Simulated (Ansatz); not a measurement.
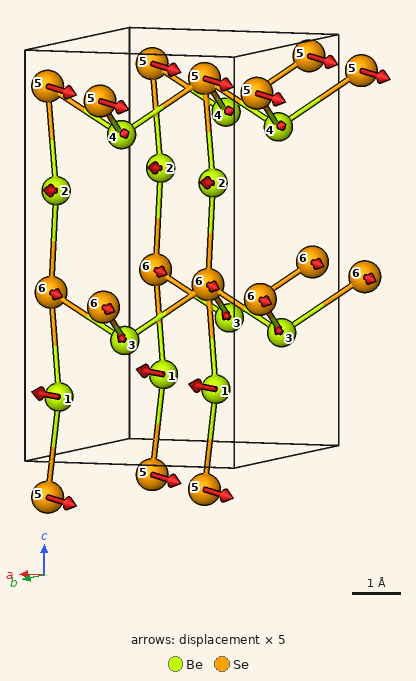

This is a relaxation of a crystal of Be2Se (a generated structure, set up in Cm) (coarse preliminary run). The starting structure is drawn; red arrows show the displacements (the part carried along by the change of the cell is left out), magnified 5 times.

The picture is a ball-and-stick view of the conventional cell (2 times the calculation's cell), seen from a free direction. Lengths and directions refer to the drawn axes.

Method: Ansatz 0.2.0, DFT PBE, scalar-relativistic, plane waves, PAW.

Input file:
```yaml
crystal:
  lattice:
    - [2.9102089965, -1.7247452175, 0.0]
    - [2.9102089965, 1.7247452175, 0.0]
    - [-0.8159839634, 0.0, 8.832290795]
  atoms:
    - { symbol: Be, position: [0.8373714415, 0.8373714415, 0.1587914856] }
    - { symbol: Be, position: [0.8508209617, 0.8508209617, 0.6603939695] }
    - { symbol: Be, position: [0.5228319276, 0.5228319276, 0.3016835229] }
    - { symbol: Be, position: [0.538201522, 0.538201522, 0.8022350103] }
    - { symbol: Se, position: [0.8913693009, 0.8913693009, 0.9140248645] }
    - { symbol: Se, position: [0.8748567202, 0.8748567202, 0.4128711471] }
basis:
  ecutwfc: 420
kpoints:
  mp_grid: { grid: [6, 6, 2] }
hamiltonian:
  xc: pbe
scf:
  occupations: { method: gaussian, width: 0.1 }
  lower_state_search: "off"
output:
  forces: true
  stress: true
  eigenvalues: true
relax:
  adjacent_minimum: "off"
  f_tol: 0.04
  max_steps: 70
  cell: { stress_tol: 0.4 }
```

Command:
```bash
ansatz run input.yaml --threads 1 --pin off --max-ram 2560MiB --backend cpu --events-out ev --progress --plain --runs-dir out
```

Question: What happened in the run?

Answer: After 4 accepted moves (5 points after the start) the energy has fallen by 23.8 meV per atom. The largest force component goes from 0.074 to 0.011 eV/Å. The pressure goes from 2.49 to −0.05 GPa. The SCF was repeated once at an unchanged geometry on a basis and grid sized afresh for the cell, which shifted the energy by 0.1 meV per atom at most. The largest move relative to the cell is that of Se5, 0.17 Å roughly along −a. Largest moves by element: Se 0.17 Å, Be 0.16 Å. The volume changes by +4.0 %, with a 5.820 → 5.911 Å (+1.6 %), b 3.449 → 3.413 Å (−1.0 %), c 8.870 → 9.141 Å (+3.1 %), β 95.3° → 90.0°. Near-neighbour distances that change, for instance: Be2–Se6 2.213 → 2.276 Å, Be1–Se5 2.222 → 2.276 Å, Be1–Se6 2.244 → 2.294 Å, Be3–Se6 2.191 → 2.200 Å. Among the angles between lasting bonds that change: Be1–Se5–Be2 165.9° → 180.0°, Se5–Be1–Se6 166.3° → 180.0°, Be1–Se5–Be4 103.3° → 116.4°. The space group (tolerance 0.01 Å) goes from Cm (No. 8) to P3m1 (No. 156).
